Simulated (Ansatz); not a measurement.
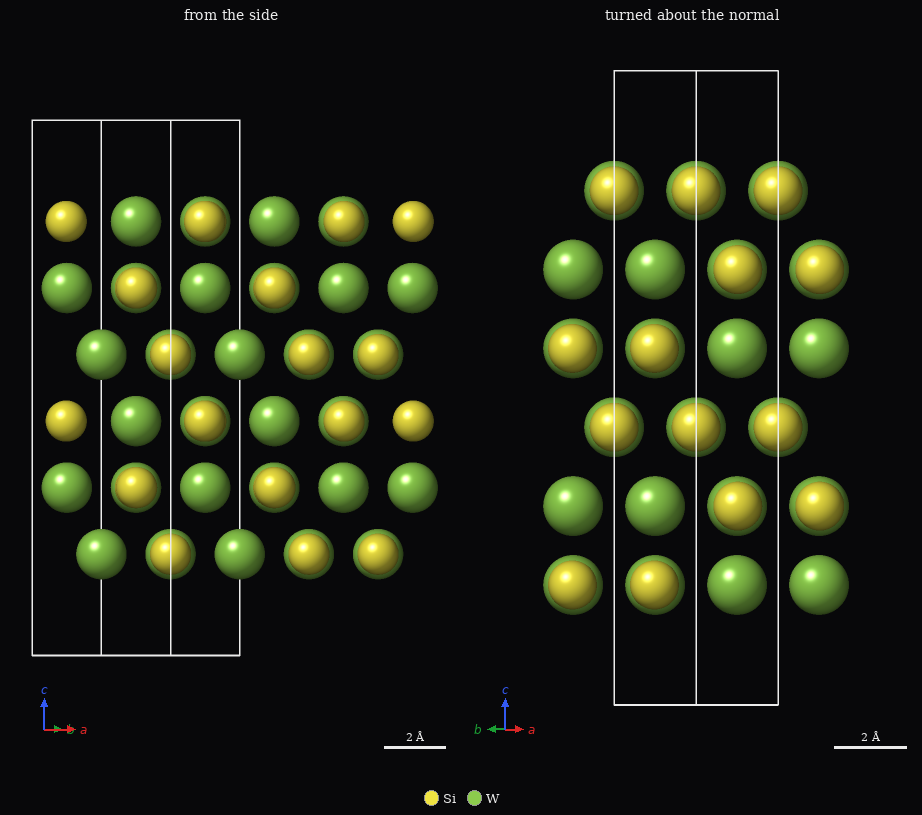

A spheres-only picture of a periodic slab, seen from the side and turned about the normal. The surface normal points up in side views; the box is the simulation cell. 2×2 cells are drawn in the plane, with atoms at the edges repeated.

The cell holds 12 Si, 6 W.

Q: With which atoms do the two faces end?

A: The top face ends in Si and W, the bottom face in Si and W. The two faces are alike.

Q: How far apart are the outermost atoms along the normal?

A: About 11 Å from the lowest to the highest atom, with about 7 Å of vacuum to the next image.

Q: Write the layer sequence, upper face first.

A: Six planes: Si2W / Si2W / Si2W / Si2W / Si2W / Si2W.

It goes back to a structure listed in the Materials Project. The cell was then strained or its atoms displaced on purpose. It went into a calculation with Ansatz.

At this level of theory the run's own cell isn't at rest (forces up to 2.5 eV/Å), so its distances can differ from those at equilibrium, the more so the softer the solid.
